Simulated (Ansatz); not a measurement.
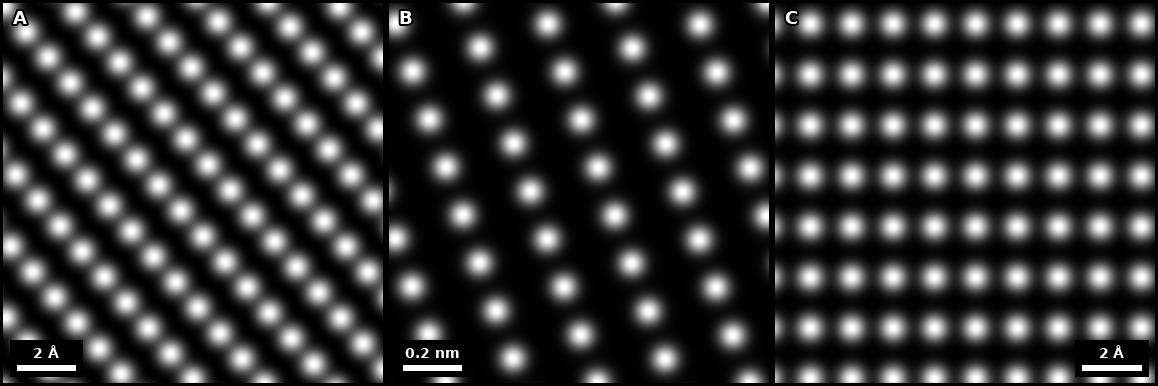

Three views of P (Pm-3m, No. 221) along different zone axes. The image is simulated as a sum over atoms of Z^1.7, blurred by a 0.73 Å probe (no channelling). The probe carries 15 % of its weight in a tail 2.5 times as wide. Atomic positions: the end point of a relaxation with DFT, revPBE, plane waves (420 eV) with PAW, scalar-relativistic in Ansatz 0.2.0; the starting structure was generated, so it need not be a known form of this composition.

```cif
data_structure
_symmetry_space_group_name_H-M 'Pm-3m'
_symmetry_Int_Tables_number 221
_cell_length_a 2.4528
_cell_length_b 2.4528
_cell_length_c 2.4528
_cell_angle_alpha 90.000
_cell_angle_beta 90.000
_cell_angle_gamma 90.000
_cell_volume 14.76
loop_
_atom_site_label
_atom_site_type_symbol
_atom_site_symmetry_multiplicity
_atom_site_Wyckoff_symbol
_atom_site_fract_x
_atom_site_fract_y
_atom_site_fract_z
_atom_site_occupancy
P1 P 1 a 0.00000 0.00000 0.00000 1
```

Question: Match the panels to the zone axes [110], [211] and [221].

Answer: A is [221]: projected cell 1.16 × 1.83 Å, 108°, plane group c2mm. B is [110]: projected cell 1.73 × 2.45 Å, 90°, plane group p2mm. C is [211]: projected cell 1.42 × 1.73 Å, 90°.
